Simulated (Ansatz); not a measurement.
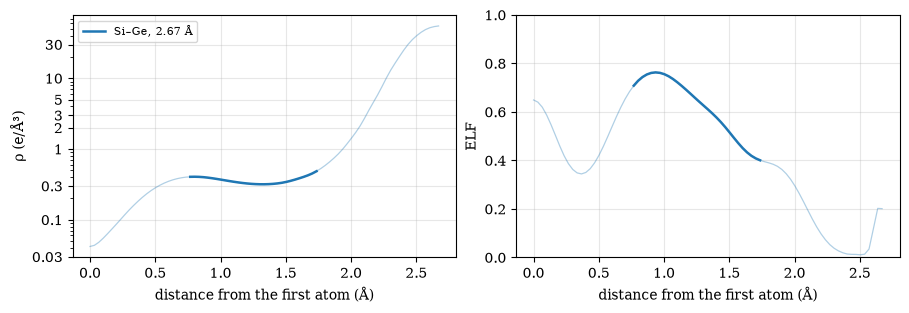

SiGe$_{4}$. Valence electron density and ELF along straight lines between neighbouring atoms. Thin, pale parts lie inside the atomic spheres.

Space group I4/mmm; a structure generated by program, which may or may not match a known phase.

Theory: Ansatz 0.2.0, DFT PBE, scalar-relativistic, plane waves, PAW.

Core electrons are frozen (PAW), and the valence fields are smoothed inside the atomic spheres.

Input

```
crystal:
  lattice:
    - [-3.6919403035, 3.6919403035, 1.7560838445]
    - [3.6919403035, -3.6919403035, 1.7560838445]
    - [3.6919403035, 3.6919403035, -1.7560838445]
  atoms:
    - { symbol: Si, position: [0.0, 0.0, 0.0] }
    - { symbol: Ge, position: [0.7724480496, 0.5000052801, 0.2724533297] }
    - { symbol: Ge, position: [0.5000052801, 0.2275519504, 0.7275572305] }
    - { symbol: Ge, position: [0.4999947199, 0.7724480496, 0.2724427695] }
    - { symbol: Ge, position: [0.2275519504, 0.4999947199, 0.7275466703] }
basis:
  ecutwfc: 420
kpoints:
  mp_grid: { grid: [10, 10, 10] }
  band_path:
    path:
      - [[0.0, 0.0, 0.0], [0.0, 0.0, 0.5], [-0.5, 0.5, 0.5], [0.0, 0.0, 0.0], [0.30656153, 0.30656153, -0.30656153]]
      - [[-0.30656153, 0.69343847, 0.30656153], [-0.5, 0.5, 0.5]]
      - [[0.0, 0.0, 0.5], [0.25, 0.25, 0.25], [0.0, 0.5, 0.0], [0.0, 0.0, 0.0]]
    npoints: 14
hamiltonian:
  xc: pbe
scf:
  occupations: { method: gaussian, width: 0.1 }
  n_extra_bands: 12
output:
  forces: true
  stress: true
  eigenvalues: true
  populations: true
  dos: { projected: true, de: 0.02, nscf_kmesh: { grid: [12, 12, 12] } }
  bader: true
  write_density: true
  write_potential: true
  elf: true
  volumetric_format: npy
```

Launched as:

```sh
ansatz run input.yaml --threads 1 --pin off --max-ram 2560MiB --backend cpu --events-out ev --progress --plain --runs-dir out
```

Below, planes, directions and counts refer to the conventional cell (a = 7.38 Å, b = 7.38 Å, c = 3.51 Å, α = 90.00°, β = 90.00°, γ = 90.00°).

Q: What can be read from the curves?

A: Si–Ge (2.67 Å): ρ is about 0.32 e/Å³ halfway; the ELF peaks at about 0.75 in the valence shell of Si, 0.9 Å from its nucleus, and is about 0.60 at the midpoint.
